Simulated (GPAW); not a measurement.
# Optical response of AgBr, part 2 of 2

Aim: the dielectric function of AgBr, and the optical constants that follow from it. The cell comes from an older database entry, whose edges can differ from later determinations, mostly by under a per cent.

GPAW 26.7.0; DFT, LDA, plane-wave PAW (GPAW data sets), scalar-relativistic, RPA, optical limit.

So far. Step 2 (Ground state): There is a gap, 0.44 eV on this mesh (points off the mesh can give less), so no carriers' term is needed.

The database entry behind the starting cell differs from later determinations by our own check (about 0.6 % short of the room-temperature cell), so it need not match the best structure at ambient conditions.

## (4) Dielectric function, RPA (continued)

Values under the direct gap are tails of Lorentzian lines. Im ε, E ∥ x against photon energy; read off at these points:

```tsv
photon energy (eV)	Im ε, E ∥ x
0.0	0
2.0	0.501
4.0	9.28
4.3	10.4
6.0	4.47
8.0	3.97
10.0	2.81
12.0	1.88
14.0	0.870
16.0	0.832
18.0	0.667
20.0	0.745
22.0	0.456
24.0	0.423
26.0	0.342
28.0	0.409
```

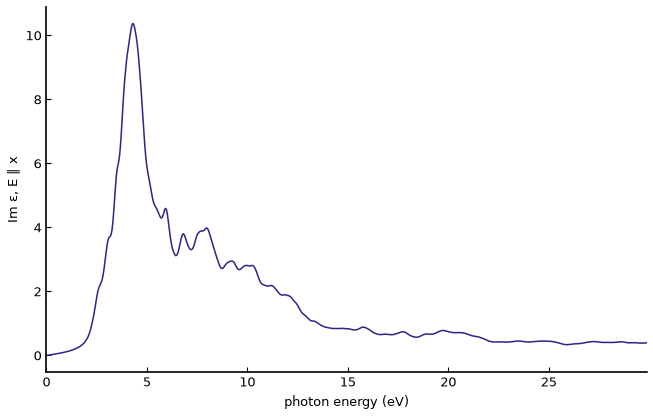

Im ε, E ∥ x against photon energy.

Re ε, E ∥ x against photon energy:

```tsv
photon energy (eV)	Re ε, E ∥ x
0	6.28
2	7.73
4	7.38
6	0.499
8	0.558
10	0.198
12	-0.258
14	0.0279
16	0.242
18	0.407
20	0.493
22	0.407
24	0.588
26	0.630
28	0.641
```

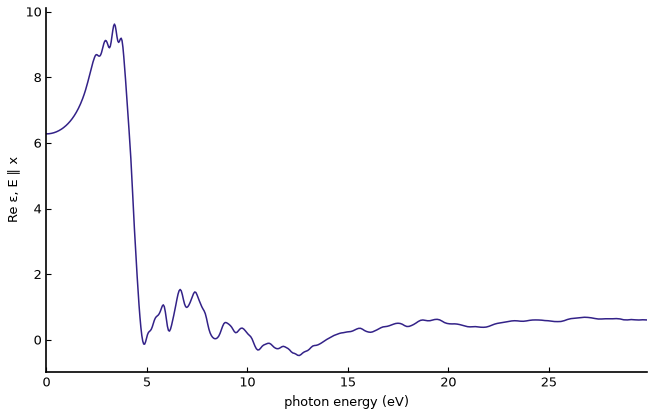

Re ε, E ∥ x, plotted against photon energy.

The loss function −Im 1/ε at q → 0, E ∥ x has structure finer than the step of the table below, so its rows give means over 2 eV, whole bins alone (the curve runs from 0 to 29.9 eV). Peaks (eV: height): 14.2: 1.17, 16.3: 1.25, 18.0: 1.10, 21.9: 1.26.

Values under the direct gap are tails of Lorentzian lines. Table of loss function −Im 1/ε at q → 0, E ∥ x by energy loss; means over each step:

```tsv
energy loss (eV)	loss function −Im 1/ε at q → 0, E ∥ x
2	0.0132
4	0.0762
6	0.233
8	0.283
10	0.375
12	0.554
14	1.06
16	1.12
18	0.970
20	0.919
22	1.09
24	0.821
26	0.723
28	0.717
```

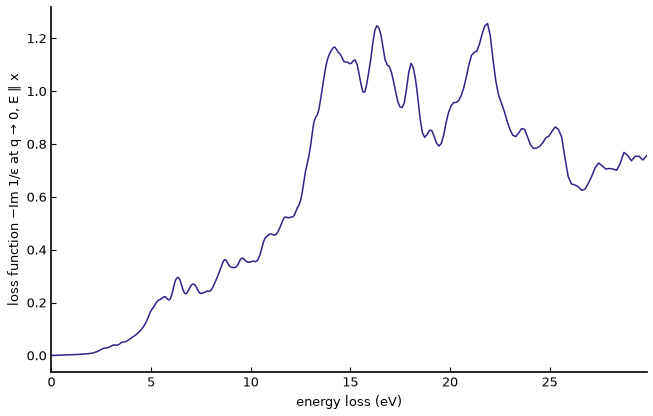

Loss function −Im 1/ε at q → 0, E ∥ x, plotted against energy loss.

Values under the direct gap are tails of Lorentzian lines. Table of Im ε, E ∥ x by photon energy; read off at these points:

```tsv
photon energy (eV)	without local fields	with local fields
0.0	0	0
2.0	0.509	0.501
4.0	9.75	9.28
4.3	11.0	10.4
6.0	4.99	4.47
8.0	4.85	3.97
10.0	3.59	2.81
12.0	1.99	1.88
14.0	0.940	0.870
16.0	0.956	0.832
18.0	0.864	0.667
20.0	0.626	0.745
22.0	0.402	0.456
24.0	0.372	0.423
26.0	0.302	0.342
28.0	0.284	0.409
```

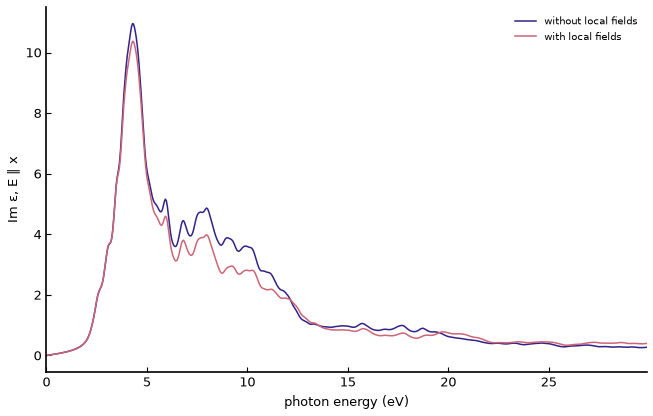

Im ε, E ∥ x against photon energy.

The reflectivity at normal incidence, E ∥ x has structure finer than the step of the table below, so its rows give means over 2 eV, whole bins alone (the curve runs from 0 to 29.9 eV). Peaks (eV: height): 4.6: 38.5, 8.1: 25.6, 12.6: 27.1.

The reflectivity at normal incidence, E ∥ x by photon energy; means over each step:

```tsv
photon energy (eV)	reflectivity at normal incidence, E ∥ x (%)
2	22.6
4	33.7
6	24.4
8	22.0
10	22.1
12	24.1
14	16.9
16	9.67
18	5.84
20	5.97
22	5.64
24	3.25
26	2.61
28	2.58
```

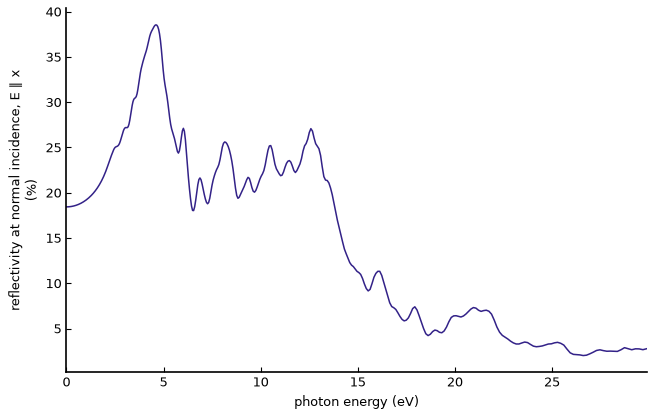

Reflectivity at normal incidence, E ∥ x against photon energy.

At chosen wavelengths:

```tsv
wavelength (nm)	n	k	R (%)	1/α
800	2.65	0.045	20.4	1.4 µm
633	2.76	0.083	22.0	605 nm
532	2.92	0.203	24.2	209 nm
450	2.99	0.391	25.6	92 nm
405	3.05	0.588	27.2	55 nm
365	3.19	0.774	29.8	38 nm
248	1.73	1.705	33.2	12 nm
```

Below the direct gap, k and the depth come from the tails of the Lorentzian lines, not from transitions.

Rows near the edge hang on the gap, which this functional as a rule makes too small, and phonon-assisted absorption is left out.

## (5) Outcome

```yaml
electronic_dielectric_constant_eps_infinity_mean_over_x_y_and_z_by_symmetry_where_fewer_were_run_rpa: 6.28
main_peak_of_im_epsilon_first_axis: 4.30 eV
```

**Reading.** At this level (LDA, RPA) AgBr has ε∞ = 6.28 and n = 2.54 at 1550 nm, and Im ε peaks at 4.3 eV. On the mesh the gap is 0.36 eV and the least direct gap 2.32 eV, so on this mesh the band edges lie at different points. Local fields change the static value along x from 6.70 to 6.28 (-6 %). Distinct maxima of Im ε, read by a parabola through the highest points, lie at 4.30 eV (10), 6.81 eV (3.8) and 7.97 eV (4.0). Excitons and phonon-assisted transitions are missing; LDA gaps are as a rule too small, which pulls the onset down and ε∞ up. The sum runs over mesh points, so small or evenly spaced maxima can still be ripples of the mesh. In this version of GPAW the matrix elements of the optical limit are incomplete, which can lower ε − 1 by up to a tenth where first-row anions or d states rule, and shift it by more in d metals.

[Machine, clock and banner lines and Python warnings are left out of the logs.]

[Logs are printed without paths, hosts, clocks, repeated set-up lines and the standing remarks that a program may print on its own settings, such as how far it seeks lower states.]

[Hosts, paths, dates, database ids (printed as entryN), source tags and the programs' standing remarks are cut or masked in the printed files.]
